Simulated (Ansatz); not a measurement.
Consider Rb.

Input

```
crystal:
  lattice:
    - [-2.4645106239, 2.8165835702, 2.8165835702]
    - [2.8165835702, -2.4645106239, 2.8165835702]
    - [2.8165835702, 2.8165835702, -2.4645106239]
  atoms:
    - { symbol: Rb, position: [0.0, 0.0, 0.0] }
basis:
  ecutwfc: 420
kpoints:
  mp_grid: { grid: [14, 14, 14] }
hamiltonian:
  xc: pbesol
scf:
  occupations: { method: gaussian, width: 0.15 }
output:
  forces: true
  stress: true
  eigenvalues: true
  write_density: true
  write_potential: true
  elf: true
  volumetric_format: npy
```

Launched as:

```sh
ansatz run input.yaml --threads 1 --pin off --max-ram 2560MiB --backend cpu --events-out ev --progress --plain --runs-dir out
```

Below, planes, directions and counts refer to the conventional cell (a = 7.47 Å, b = 7.47 Å, c = 5.49 Å, α = 90.00°, β = 90.00°, γ = 120.00°).

Space group R-3m; computed without spin polarisation.

Method: DFT PBEsol, scalar-relativistic, plane waves, PAW (Ansatz).

Question: What will maps of the valence pseudo-density and electron localisation function show?

Answer: Rb–Rb (4.68 Å): the density is about 0.02 e/Å³ at the midpoint; the ELF is about 0.10 at the midpoint: no localised pair shows between them.

Question: Does the calculation give a band gap?

Answer: It is gapless in this calculation (a metal or semimetal).

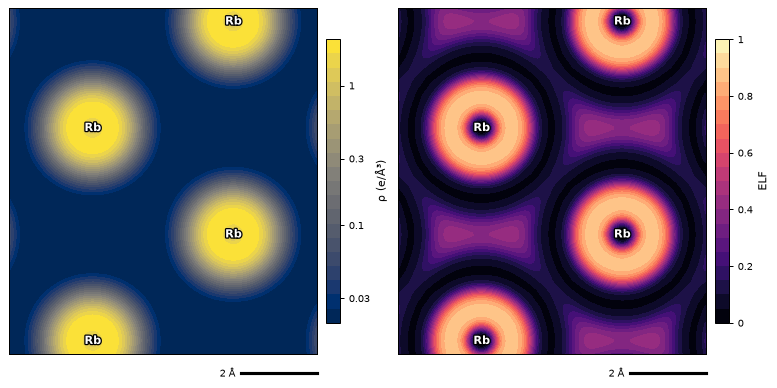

Computed valence pseudo-density and electron localisation function on the (101) plane of the conventional cell, in this order. 

The density is the valence pseudo-density of a PAW calculation; it isn't the true density close to the nuclei.
